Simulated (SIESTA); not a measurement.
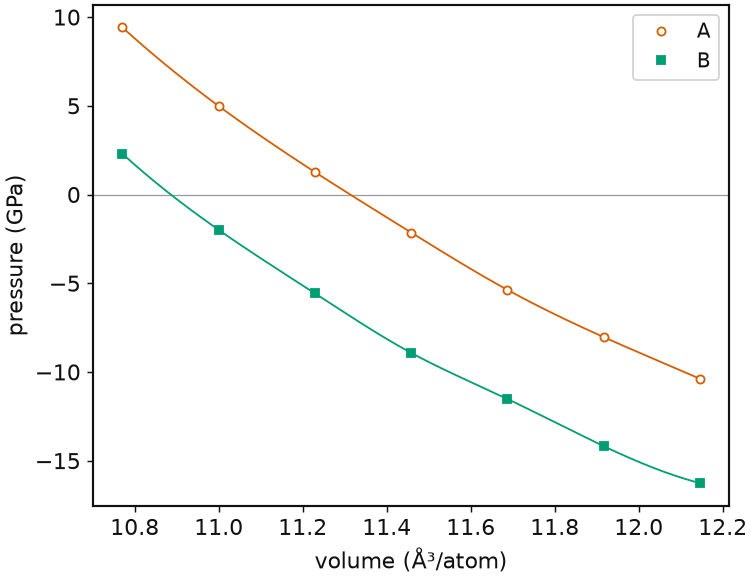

The picture above shows the pressure against volume, with one curve for each functional, for Cu (space group I4/mmm). The labels are replaced by letters. In alphabetical order the cases are: LDA; PBEsol.

Method: DFT in numerical atomic orbitals with pseudopotentials, no spin polarisation; energies at scaled volumes of the given cell, shape and fractions fixed, counted from the fit's minimum, third-order Birch-Murnaghan fit (SIESTA 5.4.2). All runs: no spin polarisation.

- k mesh: 13×13×13
- occupations: Fermi–Dirac
- smearing width: 0.05 eV
- potentials: PseudoDojo 0.4 standard, converted to PSML, two zetas on semicore shells

**Which letter stands for which functional?**

A: PBEsol; B: LDA.

Limits of the calculation: mulliken charges of long orbitals; short basis over semicore shells; shape and atomic fractions are frozen while scaling, which makes layered, chain and framework solids too stiff.
